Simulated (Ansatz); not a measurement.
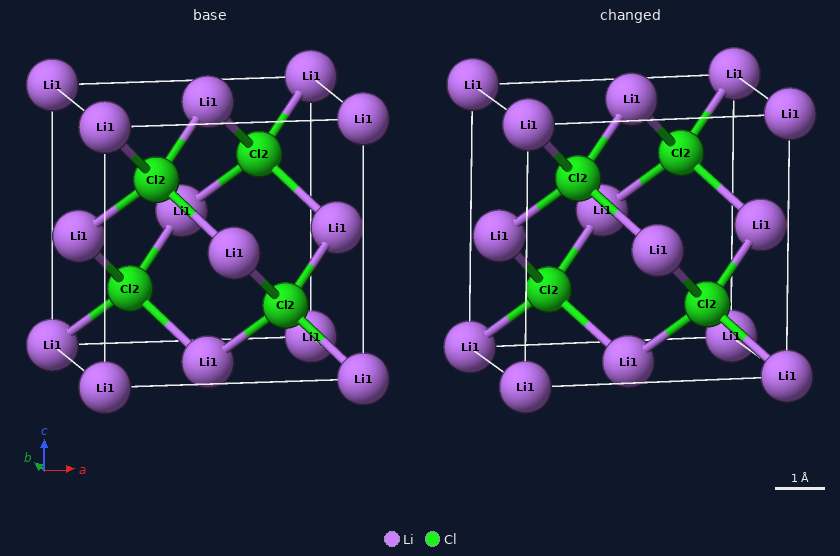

Left: a crystal of LiCl (built on the zincblende type) at its r2SCAN-relaxed geometry. Right: the same structure after one change, at the same scale. Style: ball-and-stick. Shown: the conventional cell (4 times the calculation's cell), slightly off an axis. Lengths and directions refer to the drawn axes.

These are results of Ansatz 0.2.0, DFT, PBE, plane waves, PAW, not measurements. (plane-wave cutoff 420 eV; k-point mesh 8 × 8 × 8; occupations fermi dirac; smearing width 0.02 eV; no spin polarisation)

What was changed?

Answer. The cell is strained by +3.0 % along [1 −1 1] and none across it (volume +3.0 %). The atoms were relaxed with r2SCAN under that strain, and this is a single point on that geometry.

And its effect?

Answer. The energy changes by less than 1 meV per atom. The pressure goes from 0.7 to −0.1 GPa. The principal stresses (compression positive) are −0.6 GPa along [1 −1 1] and 0.2 GPa across it. The forces stay under 0.01 eV/Å. Some distances before and after: Cl–Li 2.367 → 2.387 to 2.404 Å. The space group (tolerance 0.01 Å) goes from F-43m (No. 216) to R3m (No. 160).
